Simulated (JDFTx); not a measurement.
## Run report: GaSb, single-point calculation

- system: GaSb (2 atoms in the cell)
- method: Kohn-Sham DFT of a periodic cell, PBE, PseudoDojo-SR-PBE-0.5-standard, no spin polarisation (JDFTx 1.7.0 (patched build))

The structure derives from an entry of the Crystallography Open Database. It belongs to a series of runs on one base structure; here: atoms moved at random by about 0.05 A.

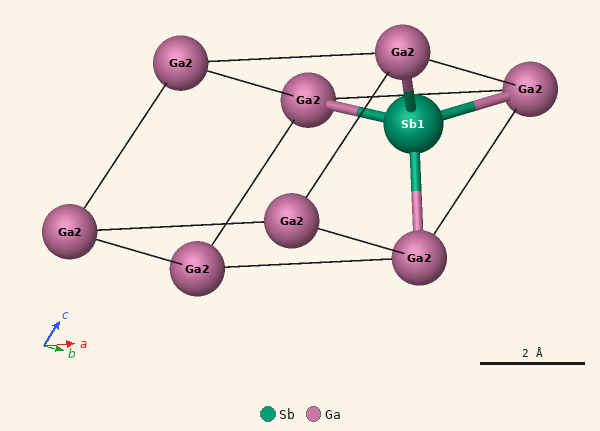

**Figure 1.** The structure as given in the input (ball-and-stick view of the cell of the calculation, seen at an oblique angle; atoms are numbered from 1 in the order of the input). Near neighbours in the crystal (not all of them lie inside the picture): Sb has 4 Ga at 2.58 to 2.70 Å; Ga has 4 Sb at 2.58 to 2.70 Å.

Input file:
```
lattice \
    0.0000000000     5.7806722152     5.7806722152 \
    5.7806722152     0.0000000000     5.7806722152 \
    5.7806722152     5.7806722152     0.0000000000
coords-type Lattice
ion Sb     0.7494990000     0.7416860000     0.7524200000 1
ion Ga    -0.0028690000     0.0099860000     0.0012180000 1

ion-species pseudo/Sb.upf
ion-species pseudo/Ga.upf
elec-cutoff 40
elec-ex-corr gga-PBE
kpoint-folding 8 8 8
elec-smearing Fermi 0.0018374661
elec-n-bands 21
electronic-SCF nIterations 100 energyDiffThreshold 1e-08
electronic-minimize nIterations 30 energyDiffThreshold 1e-7
converge-empty-states yes
forces-output-coords Cartesian

dump-name run.$VAR
dump End Ecomponents EigStats BandEigs Kpoints Forces Stress ElecDensity Dtot KEdensity
```

Hardware: 1 thread of Arm Neoverse V1, 24 GiB of memory available, shared host.

Launch command:
```bash
jdftx -c 1 -i GaSb.in -o GaSb.out
```

What the program printed:
```
*************** JDFTx 1.7.0 (patched build) ***************

Input parsed successfully to the following command list (including defaults):
[... the input with its defaults ...]

---------- Setting up symmetries ----------

Found 48 point-group symmetries of the bravais lattice
Found 1 space-group symmetries with basis
Applied RMS atom displacement 0 bohrs to make symmetries exact.

---------- Initializing the Grid ----------
R =
[            0      5.78067      5.78067  ]
[      5.78067            0      5.78067  ]
[      5.78067      5.78067            0  ]
unit cell volume = 386.336
G =
[  -0.543465   0.543465   0.543465  ]
[   0.543465  -0.543465   0.543465  ]
[   0.543465   0.543465  -0.543465  ]
Minimum fftbox size, Smin = [  48  48  48  ]
Chosen fftbox size, S = [  48  48  48  ]

---------- Exchange Correlation functional ----------
Initalized PBE GGA exchange.
Initalized PBE GGA correlation.

---------- Setting up pseudopotentials ----------
Width of ionic core gaussian charges (only for fluid interactions / plotting) set to 0

Reading pseudopotential file 'pseudo/Sb.upf':
  'Sb' pseudopotential, 'PBE' functional
  Generated using ONCVPSP code by D. R. Hamann
  15 valence electrons, 3 orbitals, 6 projectors, 1001 radial grid points, with lMax = 2
    4D    l: 2   occupation: 10.0   eigenvalue: -1.231384
    5S    l: 0   occupation:  2.0   eigenvalue: -0.471527
    5P    l: 1   occupation:  3.0   eigenvalue: -0.177427
  Core radius for overlap checks: 2.05 bohrs.

Reading pseudopotential file 'pseudo/Ga.upf':
  'Ga' pseudopotential, 'PBE' functional
  Generated using ONCVPSP code by D. R. Hamann
  13 valence electrons, 3 orbitals, 6 projectors, 1001 radial grid points, with lMax = 2
    3D    l: 2   occupation: 10.0   eigenvalue: -0.703915
    4S    l: 0   occupation:  2.0   eigenvalue: -0.328859
    4P    l: 1   occupation:  1.0   eigenvalue: -0.094784
  Core radius for overlap checks: 1.84 bohrs.

Initialized 2 species with 2 total atoms.

Folded 1 k-points by 8x8x8 to 512 k-points.

---------- Setting up k-points, bands, fillings ----------
Adding inversion symmetry to k-mesh for non-inversion-symmetric unit cell.
Reduced to 260 k-points under symmetry.
Computing the number of bands and number of electrons
Calculating initial fillings.
nElectrons:  28.000000   nBands: 21   nStates: 260

----- Setting up reduced wavefunction bases (one per k-point) -----
average nbasis = 4667.889 , ideal nbasis = 4668.195

---------- Setting up ewald sum ----------
Optimum gaussian width for ewald sums = 2.625481 bohr.
Real space sum over 1331 unit cells with max indices [  5  5  5  ]
Reciprocal space sum over 2197 terms with max indices [  6  6  6  ]

---------- Allocating electronic variables ----------
Initializing wave functions:  linear combination of atomic orbitals
Note: number of bands (21) exceeds available atomic orbitals (18)
Sb pseudo-atom occupations:   s ( 2 )  p ( 3 )  d ( 10 )
Ga pseudo-atom occupations:   s ( 2 )  p ( 1 )  d ( 10 )
	FillingsUpdate:  mu: +0.314120730  nElectrons: 28.000000
LCAOMinimize: Iter:   0  F: -147.4412163980277057  |grad|_K:  1.691e-04  alpha:  1.000e+00
	FillingsUpdate:  mu: +0.312009852  nElectrons: 28.000000
LCAOMinimize: Iter:   1  F: -147.4420631629198226  |grad|_K:  1.254e-05  alpha:  5.152e-01  linmin: -3.722e-03  cgtest:  2.188e-02
	FillingsUpdate:  mu: +0.312175712  nElectrons: 28.000000
LCAOMinimize: Iter:   2  F: -147.4420710736094691  |grad|_K:  1.233e-06  alpha:  8.745e-01  linmin: -8.185e-03  cgtest:  5.511e-02
	FillingsUpdate:  mu: +0.312173639  nElectrons: 28.000000
LCAOMinimize: Iter:   3  F: -147.4420711433431279  |grad|_K:  2.639e-07  alpha:  7.974e-01  linmin: -1.056e-04  cgtest: -1.359e-02
	FillingsUpdate:  mu: +0.312176119  nElectrons: 28.000000
LCAOMinimize: Iter:   4  F: -147.4420711459283098  |grad|_K:  6.177e-08  alpha:  6.478e-01  linmin: -2.065e-04  cgtest:  5.545e-04
LCAOMinimize: Converged (|Delta F|<1.000000e-06 for 2 iters).

-------- Electronic minimization -----------
Will mix electronic density at each iteration.
	FillingsUpdate:  mu: +0.312176119  nElectrons: 28.000000
	FillingsUpdate:  mu: +0.303839599  nElectrons: 28.000000
SCF: Cycle:  0   F: -147.478766018280936   dF: -3.669e-02   |Residual|: 4.321e-02   |deigs|: 1.327e-01
	FillingsUpdate:  mu: +0.305967046  nElectrons: 28.000000
SCF: Cycle:  1   F: -147.479542987555988   dF: -7.770e-04   |Residual|: 2.422e-02   |deigs|: 5.705e-03
	FillingsUpdate:  mu: +0.309666666  nElectrons: 28.000000
SCF: Cycle:  2   F: -147.479726193535470   dF: -1.832e-04   |Residual|: 4.367e-03   |deigs|: 4.086e-03
	FillingsUpdate:  mu: +0.310397019  nElectrons: 28.000000
SCF: Cycle:  3   F: -147.479742174467475   dF: -1.598e-05   |Residual|: 1.651e-03   |deigs|: 1.319e-03
	FillingsUpdate:  mu: +0.310864012  nElectrons: 28.000000
SCF: Cycle:  4   F: -147.479746154591083   dF: -3.980e-06   |Residual|: 7.310e-04   |deigs|: 6.282e-04
	FillingsUpdate:  mu: +0.310874515  nElectrons: 28.000000
SCF: Cycle:  5   F: -147.479747308689753   dF: -1.154e-06   |Residual|: 2.510e-04   |deigs|: 1.048e-04
	FillingsUpdate:  mu: +0.310924555  nElectrons: 28.000000
SCF: Cycle:  6   F: -147.479748027315367   dF: -7.186e-07   |Residual|: 5.809e-05   |deigs|: 1.523e-04
	FillingsUpdate:  mu: +0.310927371  nElectrons: 28.000000
SCF: Cycle:  7   F: -147.479748456680994   dF: -4.294e-07   |Residual|: 2.926e-05   |deigs|: 9.747e-05
	FillingsUpdate:  mu: +0.310929101  nElectrons: 28.000000
SCF: Cycle:  8   F: -147.479748673172111   dF: -2.165e-07   |Residual|: 1.205e-05   |deigs|: 9.452e-05
	FillingsUpdate:  mu: +0.310929428  nElectrons: 28.000000
SCF: Cycle:  9   F: -147.479748797398855   dF: -1.242e-07   |Residual|: 6.707e-06   |deigs|: 8.263e-05
	FillingsUpdate:  mu: +0.310929039  nElectrons: 28.000000
SCF: Cycle: 10   F: -147.479748862441511   dF: -6.504e-08   |Residual|: 4.219e-06   |deigs|: 5.320e-05
	FillingsUpdate:  mu: +0.310929314  nElectrons: 28.000000
SCF: Cycle: 11   F: -147.479748901501296   dF: -3.906e-08   |Residual|: 2.309e-06   |deigs|: 3.198e-05
	FillingsUpdate:  mu: +0.310929308  nElectrons: 28.000000
SCF: Cycle: 12   F: -147.479748921354400   dF: -1.985e-08   |Residual|: 1.948e-06   |deigs|: 3.628e-05
	FillingsUpdate:  mu: +0.310929325  nElectrons: 28.000000
SCF: Cycle: 13   F: -147.479748932900236   dF: -1.155e-08   |Residual|: 2.012e-06   |deigs|: 2.520e-05
	FillingsUpdate:  mu: +0.310929298  nElectrons: 28.000000
SCF: Cycle: 14   F: -147.479748938556185   dF: -5.656e-09   |Residual|: 3.226e-06   |deigs|: 1.560e-05
	FillingsUpdate:  mu: +0.310929361  nElectrons: 28.000000
SCF: Cycle: 15   F: -147.479748941831900   dF: -3.276e-09   |Residual|: 3.406e-06   |deigs|: 1.197e-05
SCF: Converged (|Delta E|<1.000000e-08 for 2 iters).

Setting wave functions to eigenvectors of Hamiltonian
Converging empty states (this may take a while): |deigs|: 5.855e-05

# Stress tensor in Cartesian coordinates [Eh/a0^3]:
[ -8.27031e-05  3.68228e-05 -1.24597e-05  ]
[  3.68228e-05 -8.48283e-05  3.93515e-05  ]
[ -1.24597e-05  3.93515e-05 -8.30279e-05  ]

# Ionic positions in lattice coordinates:
ion Sb   0.749499000000000   0.741686000000000   0.752420000000000 1
ion Ga  -0.002869000000000   0.009986000000000   0.001218000000000 1

# Forces in Cartesian coordinates:
force Sb   0.008472401677521  -0.002862952106309   0.007931358712925 1
force Ga  -0.008461692363405   0.002859804591071  -0.007930047315052 1

# Energy components:
   Eewald =      -91.6294543534473434
       EH =       50.5068486821638558
     Eloc =     -140.9380034997720941
      Enl =      -57.5545464884056130
      Exc =      -43.6851174073430428
 Exc_core =       19.9583323057952597
       KE =      115.8622064355634649
-------------------------------------
     Etot =     -147.4797343254455200
       TS =        0.0000146163863806
-------------------------------------
        F =     -147.4797489418319003

IonicMinimize: Iter:   0  F: -147.479748941831900  |grad|_K:  6.899e-03
IonicMinimize: None of the convergence criteria satisfied after 0 iterations.

#--- Lowdin population analysis ---
# oxidation-state Sb +0.285
# oxidation-state Ga -0.245

Dumping 'run.eigStats' ...
	eMin: -0.753891 at state 0 ( [ +0.000000 +0.000000 +0.000000 ] spin 0 )
	HOMO: +0.307351 at state 0 ( [ +0.000000 +0.000000 +0.000000 ] spin 0 )
	mu  : +0.310929
	LUMO: +0.312975 at state 0 ( [ +0.000000 +0.000000 +0.000000 ] spin 0 )
	eMax: +0.757304 at state 26 ( [ +0.000000 +0.375000 -0.375000 ] spin 0 )
	HOMO-LUMO gap: +0.005623
	Optical gap  : +0.005623 at state 0 ( [ +0.000000 +0.000000 +0.000000 ] spin 0 )
Done!
```

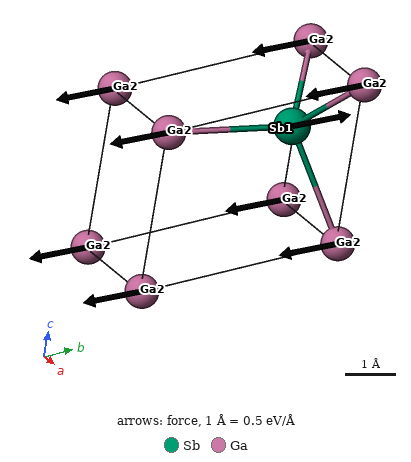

**Figure 2.** Forces on the atoms as black arrows (ball-and-stick view of the cell of the calculation, seen slightly off an axis; atoms are numbered from 1 in the order of the input). The largest act on Sb1 (0.61 eV/Å); Ga2 (0.61 eV/Å). The geometry is not a stationary point of this energy.

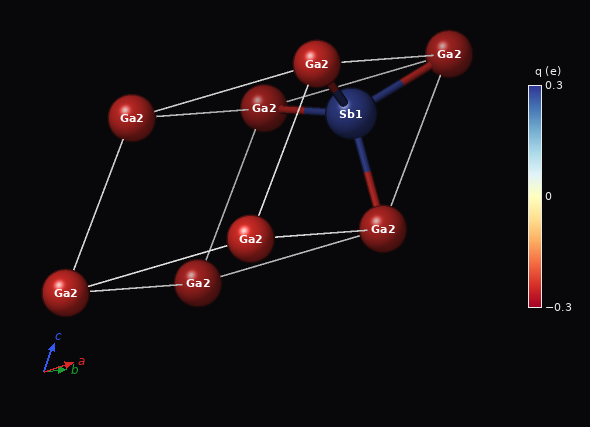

**Figure 3.** Löwdin charges, as the colour of each atom (ball-and-stick view of the cell of the calculation, seen at an oblique angle; atoms are numbered from 1 in the order of the input). By element: Sb +0.28 and Ga −0.24 e.

Results in brief:

- outcome: converged
- space group (tolerance 0.01 Å): Cm (8)
- electrons treated: 28
- free energy: −4013.1284 eV
- Fermi energy: 8.461 eV
- gap on the k-point mesh: 0.15 eV
- pressure: 2.46 GPa
- largest force (length of the vector): 0.615 eV/Å
- wall time: 26 min
- peak memory: 1.1 GiB
